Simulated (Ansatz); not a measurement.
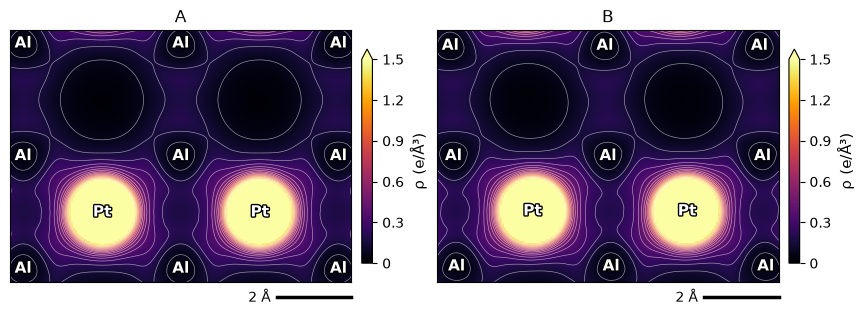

Al2Pt. The valence charge density (pseudo) of two cells that differ in size and shape, on the (101̄) plane of each (indices in the axes of the calculation cell), at one length scale and on one colour scale; one has 17.2 and the other 17.9 Å³ an atom.

The calculation used DFT, LDA, PAW with Ansatz's default frozen-core files, scalar-relativistic in Ansatz.

The density is the valence pseudo-density of a PAW calculation; it isn't the true density close to the nuclei.

Which panel shows the smaller cell, and what does the compression change?

Answer. Panel B is the smaller cell, by 4 % in volume. From the larger cell to the smaller, Al–Pt goes from 2.59 to 2.51 Å, and the density at its midpoint from 0.41 to 0.47 e/Å³; the pressure goes from −9 to −3.8 GPa.
